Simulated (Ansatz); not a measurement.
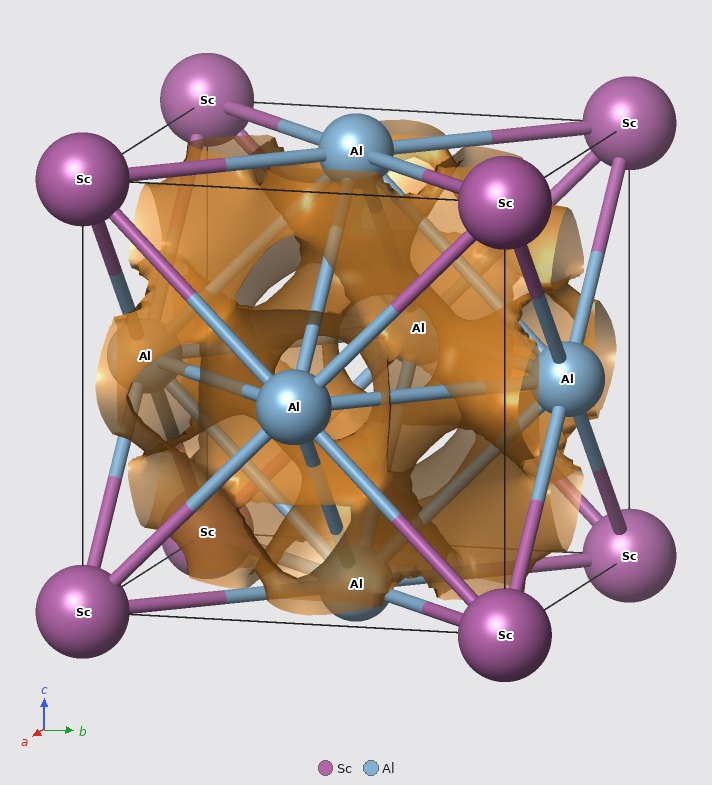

Figure. ScAl$_{3}$. Isosurface of the electron localisation function at 0.55 (orange), seen slightly off an axis. Core shells and regions of very low density are left out. Sticks mark near contacts.

Space group Pm-3m; a structure from a database of computed crystals, not necessarily the ambient phase; computed pressure about 22 GPa in this cell.

These are results of Ansatz, DFT PBEsol, scalar-relativistic, plane waves, PAW, not measurements.

Core electrons are frozen (PAW), and the valence fields are smoothed inside the atomic spheres.

Input

```
crystal:
  lattice:
    - [3.9414167322, 0.0, 0.0]
    - [0.0, 3.9414167322, 0.0]
    - [0.0, 0.0, 3.9414167322]
  atoms:
    - { symbol: Sc, position: [0.0, 0.0, 0.0] }
    - { symbol: Al, position: [0.5, 0.0, 0.5] }
    - { symbol: Al, position: [0.0, 0.5, 0.5] }
    - { symbol: Al, position: [0.5, 0.5, 0.0] }
basis:
  ecutwfc: 420
kpoints:
  mp_grid: { grid: [10, 10, 10] }
hamiltonian:
  xc: pbesol
scf:
  occupations: { method: fermi_dirac, width: 0.15 }
output:
  forces: true
  stress: true
  eigenvalues: true
  write_density: true
  write_potential: true
  elf: true
  volumetric_format: npy
relax:
  adjacent_minimum: "off"
  f_tol: 0.001
  max_steps: 60
  cell: { stress_tol: 0.02, p_target: 22.0 }
```

Command:

```sh
ansatz run input.yaml --threads 1 --pin off --max-ram 3072MiB --backend cpu --events-out ev --progress --plain --runs-dir out
```

Below, planes, directions and counts refer to the conventional cell (a = 3.85 Å, b = 3.85 Å, c = 3.85 Å, α = 90.00°, β = 90.00°, γ = 90.00°).

The fields are those of the relaxed geometry.

> What do the ELF domains correspond to?

At this value the surface marks out one network that runs through the whole crystal, counted in one cell of 4 atoms. Regions shared between cells count once. Along the contacts the grid gives the following. Sc–Al (2.72 Å): the ELF peaks at about 0.50 in the valence shell of Al, 1.0 Å from its nucleus, and is about 0.25 at the midpoint: no localised pair shows between them. Al–Al (2.72 Å): the ELF peaks at about 0.70 between the atoms.
